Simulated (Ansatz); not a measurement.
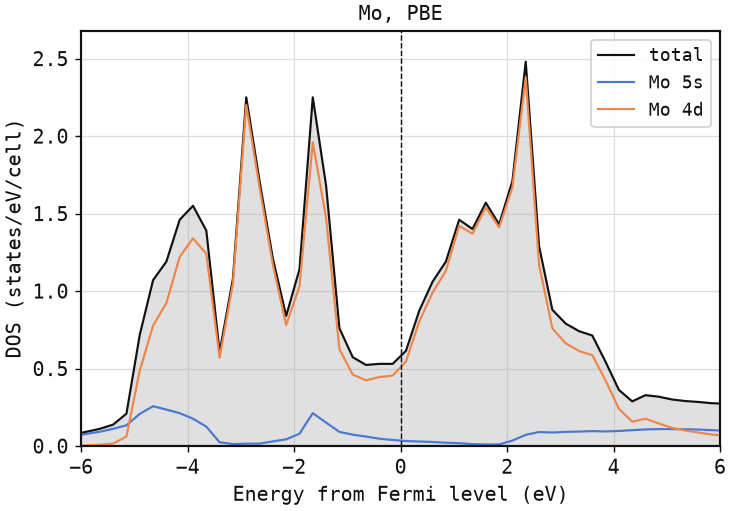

Density of states. Energies are counted from the Fermi level. The partial curves are projected on Löwdin-orthogonalised atomic shells.

The Ansatz input:

```
crystal:
  lattice:
    - [-1.59103515, 1.59103515, 1.59103515]
    - [1.59103515, -1.59103515, 1.59103515]
    - [1.59103515, 1.59103515, -1.59103515]
  atoms:
    - { symbol: Mo, position: [0.0, 0.0, 0.0] }
  symmetry: { tolerance: 0.0003 }
kpoints:
  mp_grid: { grid: [15, 15, 15], shift: [0, 0, 0] }
  band_path:
    path:
      - [0.0, 0.0, 0.0]
      - [0.5, -0.5, 0.5]
      - [0.0, 0.0, 0.5]
      - [0.0, 0.0, 0.0]
      - [0.25, 0.25, 0.25]
      - [0.5, -0.5, 0.5]
      - [0.25, 0.25, 0.25]
      - [0.0, 0.0, 0.5]
    npoints: 8
magnetization:
  spin_polarized: false
scf:
  occupations: { method: fermi_dirac }
  lower_state_search: "off"
  max_iter: 200
hamiltonian:
  pseudopotentials: { kind: paw }
  xc: pbe
basis:
  ecutwfc: 420
  fft_grid_basis: typed
output:
  forces: true
  stress: true
  eigenvalues: true
  bader: true
  populations: true
  elf: true
  write_potential: true
  volumetric_format: npy
  dos:
    e_range: [-12, 8]
    de: 0.05
    projected: { site_lists: { Mo: [Mo] } }
checkpoint:
  read: saved_state
```

Metal or insulator, and how many states lie at the Fermi level?

It is a metal. The density of states at the Fermi level is about 0.57 per eV and cell (mean within 0.25 eV).

Where is the centre of the Mo 4d band?

Over the range shown, the centre of the Mo 4d weight lies 0.4 eV below the Fermi level, and about 50 % of the shell is filled.

Which states dominate at the Fermi level?

By projected weight, the states within 0.3 eV of the Fermi level are Mo 4d almost alone.
